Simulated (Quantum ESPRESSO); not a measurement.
# NaF (Villiaumite): phonons by linear response

Wanted: phonon bands, density of states and zone-centre response of NaF (Villiaumite).

Method: DFT LDA, scalar-relativistic, plane waves, PseudoDojo norm-conserving pseudopotentials, in Quantum ESPRESSO 7.5.

### 1. Set-up

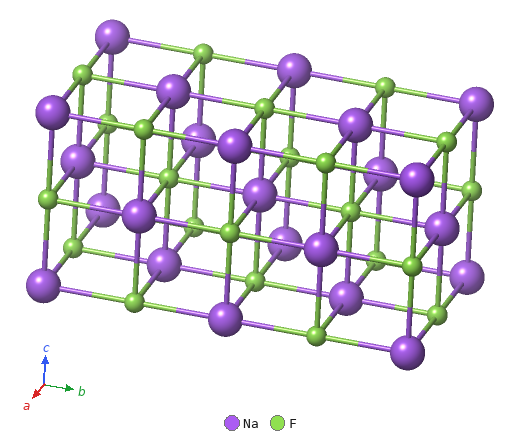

The starting structure, seen from a free direction (sodium purple, fluorine green). 1×2×1 cells are drawn. This picture shows the conventional cell, with its axes. Some periodic images of atoms are drawn too.

### 2. A probe with smearing

Before anything dear is run, a loose run with smearing shows whether this is a metal and how far the cell is from rest.

Contents of probe.in:

```
&CONTROL
  calculation = 'scf'
  prefix      = 'x'
  outdir      = './tmp'
  pseudo_dir  = './pseudo'
  tprnfor     = .true.
  tstress     = .true.
  verbosity   = 'high'
/
&SYSTEM
  ibrav       = 0
  nat         = 2
  ntyp        = 2
  ecutwfc     = 88.0
  occupations = 'smearing'
  smearing    = 'gaussian'
  degauss     = 0.01
/
&ELECTRONS
  conv_thr         = 1.0d-07
  mixing_beta      = 0.7
  electron_maxstep = 100
/
ATOMIC_SPECIES
 Na     22.9898  Na.upf
 F      18.9984  F.upf
CELL_PARAMETERS angstrom
    -2.320000000    0.000000000    2.320000000
     0.000000000    2.320000000    2.320000000
    -2.320000000    2.320000000    0.000000000
ATOMIC_POSITIONS crystal
 Na     0.000000000   0.000000000   0.000000000
 F      0.500000000   0.500000000   0.500000000
K_POINTS automatic
 6 6 6 0 0 0
```

Launch:

```bash
$ OMP_NUM_THREADS=1 mpirun -n 4 pw.x -nk 4 -in probe.in > probe.out
```

What it wrote:

```text
[banners, grids, parts of the stress and lines that vanish by symmetry left out]
Program PWSCF v.7.5
     Message from routine setup:
     using ibrav=0 with symmetry is DISCOURAGED, use correct ibrav instead
[...]
kinetic-energy cutoff     =      88.0000  Ry
     charge density cutoff     =     352.0000  Ry
     scf convergence threshold =      1.0E-07
[...]
Exchange-correlation= SLA  PW   NOGX NOGC
                           (   1   4   0   0   0   0   0)
[...]
48 Sym. Ops., with inversion, found
[...]
(     0          1          0      )
                  (     0          0          1      )
[...]
(  0.0000000  1.0000000  0.0000000 )
                  ( -0.0000000 -0.0000000  1.0000000 )
[...]
(     1          0         -1      )
                  (     0          0         -1      )
[...]
( -0.0000000 -1.0000000 -0.0000000 )
[...]
(     0          1         -1      )
                  (     0          1          0      )
[...]
( -1.0000000  0.0000000  0.0000000 )
                  (  0.0000000  1.0000000 -0.0000000 )
[...]
number of k points=    16  Gaussian smearing, width (Ry)=  0.0100
[...]
End of self-consistent calculation
[...]
the Fermi energy is     5.3713 ev
!    total energy              =    -140.61470111 Ry
[...]
convergence has been achieved in   7 iterations
[...]
atom    1 type  1   force =    -0.00000000    0.00000000   -0.00000000
     atom    2 type  2   force =     0.00000000    0.00000000   -0.00000000
[...]
Total force =     0.000000     Total SCF correction =     0.000000
[...]
total   stress  (Ry/bohr**3)                   (kbar)     P=      -44.79
[...]
XML data file, charge density, pseudopotentials, collected wavefunctions

   JOB DONE.
```

Elapsed: 2.4 s, on 4 MPI ranks of Arm Neoverse V1, shared host.

This step gave:

| Item | Value |
| --- | --- |
| volume per atom | 12.49 Å³ |
| pressure | -4.479 GPa |
| gap on the k-mesh | 5.971 eV |

A gap of 6.0 eV opens on this mesh, so the crystal is taken as an insulator; the start stands at -4.5 GPa.

### 3. Relaxation

The relaxation runs at a cutoff a fifth above that of the response, since stress converges more slowly with the basis than frequencies do. Forces and stress are brought to rest with tight thresholds.

Contents of relax.in:

```
&CONTROL
  calculation   = 'vc-relax'
  prefix        = 'x'
  outdir        = './tmp'
  pseudo_dir    = './pseudo'
  tprnfor       = .true.
  tstress       = .true.
  forc_conv_thr = 2.0d-05
  etot_conv_thr = 1.0d-07
  nstep         = 40
/
&SYSTEM
  ibrav       = 0
  nat         = 2
  ntyp        = 2
  ecutwfc     = 106
  occupations = 'fixed'
  nbnd        = 10
/
&ELECTRONS
  conv_thr         = 1.0d-11
  mixing_beta      = 0.7
  electron_maxstep = 100
/
&IONS
/
&CELL
  press_conv_thr = 0.2
/
ATOMIC_SPECIES
 Na     22.9898  Na.upf
 F      18.9984  F.upf
CELL_PARAMETERS angstrom
    -2.320000000    0.000000000    2.320000000
     0.000000000    2.320000000    2.320000000
    -2.320000000    2.320000000    0.000000000
ATOMIC_POSITIONS crystal
 Na     0.000000000   0.000000000   0.000000000
 F      0.500000000   0.500000000   0.500000000
K_POINTS automatic
 8 8 8 0 0 0
```

Launch:

```bash
$ OMP_NUM_THREADS=1 mpirun -n 4 pw.x -nk 4 -in relax.in > relax.out
```

What it wrote:

```text
[banners, grids, parts of the stress and lines that vanish by symmetry left out]
[banner, memory and clock lines left out]
Program PWSCF v.7.5

[...]
kinetic-energy cutoff     =     106.0000  Ry
     charge density cutoff     =     424.0000  Ry
     scf convergence threshold =      1.0E-11
[...]
energy convergence thresh.=      1.0E-07
     force convergence thresh. =      2.0E-05
     press convergence thresh. =      2.0E-01
     Exchange-correlation= SLA  PW   NOGX NOGC
                           (   1   4   0   0   0   0   0)
[...]
48 Sym. Ops., with inversion, found
[...]
number of k points=    29
[...]
End of self-consistent calculation
[...]
highest occupied, lowest unoccupied level (ev):     0.4643    6.4353
!    total energy              =    -140.61474809 Ry
[...]
convergence has been achieved in  10 iterations
[...]
atom    1 type  1   force =     0.00000000    0.00000000    0.00000000
     atom    2 type  2   force =     0.00000000    0.00000000    0.00000000
     Total force =     0.000000     Total SCF correction =     0.000000
[...]
total   stress  (Ry/bohr**3)                   (kbar)     P=      -44.82
[...]
number of bfgs steps    =   0
[...]
CELL_PARAMETERS (angstrom)
[...]
ATOMIC_POSITIONS (crystal)
Na               0.0000000000        0.0000000000        0.0000000000
F                0.5000000000        0.5000000000        0.5000000000
[...]
New effective cutoffs (rho, wfc):  429.63  107.63
[...]
End of self-consistent calculation
[...]
highest occupied, lowest unoccupied level (ev):     0.6333    6.7272
!    total energy              =    -140.61579117 Ry
[...]
convergence has been achieved in   7 iterations
[...]
atom    1 type  1   force =    -0.00000000   -0.00000000    0.00000000
     atom    2 type  2   force =     0.00000000    0.00000000    0.00000000
     Total force =     0.000000     Total SCF correction =     0.000000
[...]
total   stress  (Ry/bohr**3)                   (kbar)     P=      -35.26
[...]
number of bfgs steps    =   1
[...]
CELL_PARAMETERS (angstrom)
[...]
ATOMIC_POSITIONS (crystal)
Na               0.0000000000       -0.0000000000        0.0000000000
F                0.5000000000        0.5000000000        0.5000000000
[...]
New effective cutoffs (rho, wfc):  439.70  110.15
[...]
End of self-consistent calculation
[...]
highest occupied, lowest unoccupied level (ev):     0.8997    7.1871
!    total energy              =    -140.61682995 Ry
[...]
convergence has been achieved in   8 iterations
[...]
atom    1 type  1   force =     0.00000000   -0.00000000    0.00000000
     atom    2 type  2   force =     0.00000000    0.00000000    0.00000000
     Total force =     0.000000     Total SCF correction =     0.000000
[...]
total   stress  (Ry/bohr**3)                   (kbar)     P=      -18.51
[...]
number of bfgs steps    =   2
[...]
CELL_PARAMETERS (angstrom)
[...]
ATOMIC_POSITIONS (crystal)
[...]
New effective cutoffs (rho, wfc):  450.69  112.90
[...]
End of self-consistent calculation
[...]
highest occupied, lowest unoccupied level (ev):     1.1979    7.7018
!    total energy              =    -140.61715488 Ry
[...]
convergence has been achieved in   8 iterations
[...]
atom    1 type  1   force =     0.00000000    0.00000000    0.00000000
     atom    2 type  2   force =    -0.00000000   -0.00000000    0.00000000
     Total force =     0.000000     Total SCF correction =     0.000000
[...]
total   stress  (Ry/bohr**3)                   (kbar)     P=        2.73
[...]
number of bfgs steps    =   3
[...]
CELL_PARAMETERS (angstrom)
[...]
ATOMIC_POSITIONS (crystal)
[...]
New effective cutoffs (rho, wfc):  449.28  112.55
[...]
End of self-consistent calculation
[...]
highest occupied, lowest unoccupied level (ev):     1.1593    7.6352
!    total energy              =    -140.61716113 Ry
[...]
convergence has been achieved in   7 iterations
[...]
atom    1 type  1   force =    -0.00000000   -0.00000000   -0.00000000
     atom    2 type  2   force =     0.00000000    0.00000000    0.00000000
     Total force =     0.000000     Total SCF correction =     0.000000
[...]
total   stress  (Ry/bohr**3)                   (kbar)     P=       -0.17
[...]
number of bfgs steps    =   4
[...]
CELL_PARAMETERS (angstrom)
[...]
ATOMIC_POSITIONS (crystal)
[...]
New effective cutoffs (rho, wfc):  449.36  112.57
[...]
End of self-consistent calculation
[...]
highest occupied, lowest unoccupied level (ev):     1.1615    7.6390
!    total energy              =    -140.61716116 Ry
[...]
convergence has been achieved in   5 iterations
[...]
atom    1 type  1   force =    -0.00000000    0.00000000   -0.00000000
     atom    2 type  2   force =     0.00000000   -0.00000000    0.00000000
     Total force =     0.000000     Total SCF correction =     0.000000
[...]
total   stress  (Ry/bohr**3)                   (kbar)     P=       -0.00
[...]
bfgs converged in   6 scf cycles and   5 bfgs steps
[...]
End of BFGS Geometry Optimization
     Final enthalpy           =    -140.6171611577 Ry
     File ./tmp/x.bfgs deleted, as requested
[...]
CELL_PARAMETERS (angstrom)
[...]
ATOMIC_POSITIONS (crystal)
Na               0.0000000000       -0.0000000000       -0.0000000000
F                0.5000000000        0.5000000000        0.5000000000
[...]
Final scf calculation at the relaxed structure.
[...]
kinetic-energy cutoff     =     106.0000  Ry
     charge density cutoff     =     424.0000  Ry
     scf convergence threshold =      1.0E-13
[...]
press convergence thresh. =      2.0E-01
     Exchange-correlation= SLA  PW   NOGX NOGC
                           (   1   4   0   0   0   0   0)
[...]
48 Sym. Ops., with inversion, found
[...]
number of k points=    29
[...]
End of self-consistent calculation
[...]
highest occupied, lowest unoccupied level (ev):     1.1615    7.6391
!    total energy              =    -140.61715870 Ry
[...]
convergence has been achieved in  13 iterations
[...]
atom    1 type  1   force =     0.00000000    0.00000000   -0.00000000
     atom    2 type  2   force =     0.00000000    0.00000000    0.00000000
     Total force =     0.000000     Total SCF correction =     0.000000
[...]
total   stress  (Ry/bohr**3)                   (kbar)     P=       -0.02
[...]
XML data file, charge density, pseudopotentials, collected wavefunctions
```

It took 29 s on 4 MPI ranks.

Step by step:

```
step  energy less that of the first step (eV)  largest force (eV/Å)  pressure (GPa)  volume (Å³)
   1                                   0.0000                0.0000           -4.48        24.97
   2                                  -0.0142                0.0000           -3.53        24.41
   3                                  -0.0283                0.0000           -1.85        23.57
   4                                  -0.0327                0.0000            0.27        22.72
   5                                  -0.0328                0.0000           -0.02        22.82
   6                                  -0.0328                0.0000            0.00        22.82
   7                                  -0.0328                0.0000            0.00        22.82
```

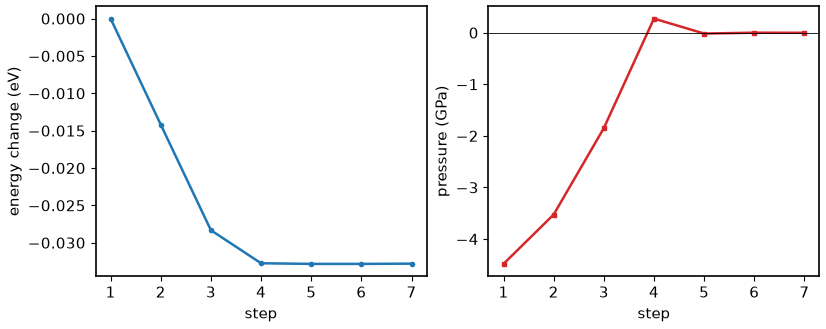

Energy and pressure along the relaxation.

```
conventional cell, symmetrised  before  after  change
                         a (Å)   4.640  4.502  -3.0 %
                         b (Å)   4.640  4.502  -3.0 %
                         c (Å)   4.640  4.502  -3.0 %
              volume (Å³/atom)   12.49  11.41  -8.6 %
```

Final coordinates:

```cif
data_structure
_symmetry_space_group_name_H-M 'P 1'
_symmetry_Int_Tables_number 1
_cell_length_a 3.1837
_cell_length_b 3.1837
_cell_length_c 3.1837
_cell_angle_alpha 60.000
_cell_angle_beta 60.000
_cell_angle_gamma 60.000
_cell_volume 22.82
loop_
_atom_site_label
_atom_site_type_symbol
_atom_site_fract_x
_atom_site_fract_y
_atom_site_fract_z
_atom_site_occupancy
Na1 Na 0.00000 0.00000 0.00000 1
F2 F 0.50000 0.50000 0.50000 1
```

The last row of the table of steps is pw.x's closing run on a basis chosen anew for the final cell, so its energy can jump.

This step gave:

```yaml
volume_per_atom: 11.41 Å³
pressure: -0.002 GPa
gap_on_the_k_mesh: 6.478 eV
```

The volume changes by -8.6 % from the cell with which this run began.

### 4. Ground state

Perturbation theory inherits every error of the wavefunctions, so the threshold is set near the limit of the arithmetic. With a gap, occupations are fixed, which also allows the response to an electric field.

Contents of scf.in:

```
&CONTROL
  calculation = 'scf'
  prefix      = 'x'
  outdir      = './tmp'
  pseudo_dir  = './pseudo'
  tprnfor     = .true.
  tstress     = .true.
/
&SYSTEM
  ibrav       = 0
  nat         = 2
  ntyp        = 2
  ecutwfc     = 88.0
  occupations = 'fixed'
  nbnd        = 10
/
&ELECTRONS
  conv_thr         = 1.0d-12
  mixing_beta      = 0.7
  electron_maxstep = 100
/
ATOMIC_SPECIES
 Na     22.9898  Na.upf
 F      18.9984  F.upf
CELL_PARAMETERS angstrom
    -2.251215171    0.000000000    2.251215171
     0.000000000    2.251215171    2.251215171
    -2.251215171    2.251215171    0.000000000
ATOMIC_POSITIONS crystal
 Na     0.000000000   0.000000000   0.000000000
 F      0.500000000   0.500000000   0.500000000
K_POINTS automatic
 8 8 8 0 0 0
```

Launch:

```bash
$ OMP_NUM_THREADS=1 mpirun -n 4 pw.x -nk 4 -in scf.in > scf.out
```

What it wrote:

```text
[banners, grids, parts of the stress and lines that vanish by symmetry left out]
[banner, memory and clock lines left out]
Program PWSCF v.7.5

[...]
kinetic-energy cutoff     =      88.0000  Ry
     charge density cutoff     =     352.0000  Ry
     scf convergence threshold =      1.0E-12
[...]
Exchange-correlation= SLA  PW   NOGX NOGC
                           (   1   4   0   0   0   0   0)
[...]
48 Sym. Ops., with inversion, found
[...]
number of k points=    29
[...]
End of self-consistent calculation
[...]
highest occupied, lowest unoccupied level (ev):     1.1615    7.6391
!    total energy              =    -140.61711208 Ry
[...]
convergence has been achieved in  10 iterations
[...]
atom    1 type  1   force =     0.00000000    0.00000000   -0.00000000
     atom    2 type  2   force =     0.00000000    0.00000000    0.00000000
     Total force =     0.000000     Total SCF correction =     0.000000
[...]
total   stress  (Ry/bohr**3)                   (kbar)     P=       -0.02
[...]
XML data file, charge density, pseudopotentials, collected wavefunctions
```

Elapsed: 3.3 s, on 4 MPI ranks.

The cell stands at -0.002 GPa, close enough for phonons.

(Continued in part 2 of 3.)

[Host names and launcher messages were left out of these logs when they were recorded.]

[Logs are printed without paths, hosts, clocks, repeated set-up lines and the standing remarks that a program may print on its own settings, such as how far it seeks lower states.]

[Hosts, paths, dates, database ids (printed as entryN), source tags and the programs' standing remarks are cut or masked in the printed files.]
